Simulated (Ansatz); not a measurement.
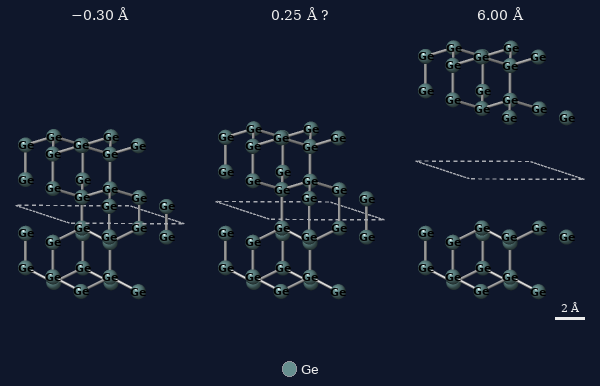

Energy scan for crystalline Ge (P6_3/mmc), in which the crystal is pulled apart rigidly along the normal of the (0 0 1) plane of the conventional cell, at a cut between a plane of Ge below and one of Ge above, 2.47 Å apart. One cut stands in each cell, which starts 13.1 Å high; nothing is relaxed, and the dashed outline marks the cut. Style: ball-and-stick. Shown: the layers on both sides of the cut, from the side, nearly along the cut plane.

All numbers below come from DFT PBEsol, scalar-relativistic, plane waves, PAW in Ansatz 0.2.0. Set-up: plane-wave cutoff 420 eV; k-point mesh 11 × 11 × 3; occupations gaussian; smearing width 0.15 eV; no spin polarisation. Energies (free energies at the smearing named) are counted from the relaxed crystal.

```tsv
opening (Å)	ΔE per area (J/m²)
−0.30	0.550
−0.15	0.111
0.00	0.000
0.25	?
0.50	0.551
0.75	0.949
1.00	1.315
1.50	1.874
2.00	2.210
3.00	2.434
4.50	2.465
6.00	2.466
```

Q: Fill in the missing row.

A: A straight line between the two neighbours gives 0.276 J/m². A cubic through the four nearest rows (−0.15, 0.00, 0.50, 0.75) gives, with Lagrange weights, (−0.3561)(0.111) + (0.8889)(0.000) + (0.6154)(0.551) + (−0.1481)(0.949) = 0.159 J/m². The calculation gives 0.184 J/m², so the cubic is 0.025 J/m² too low and the straight line 0.092 J/m² too high, as the curve bends upwards here.

The whole profile:

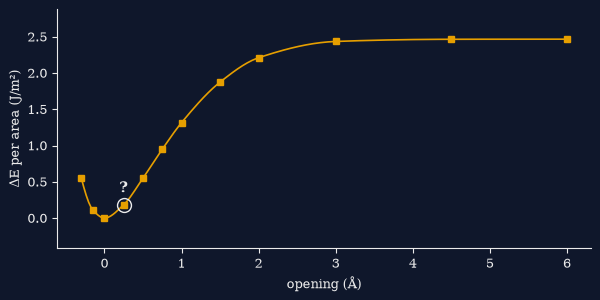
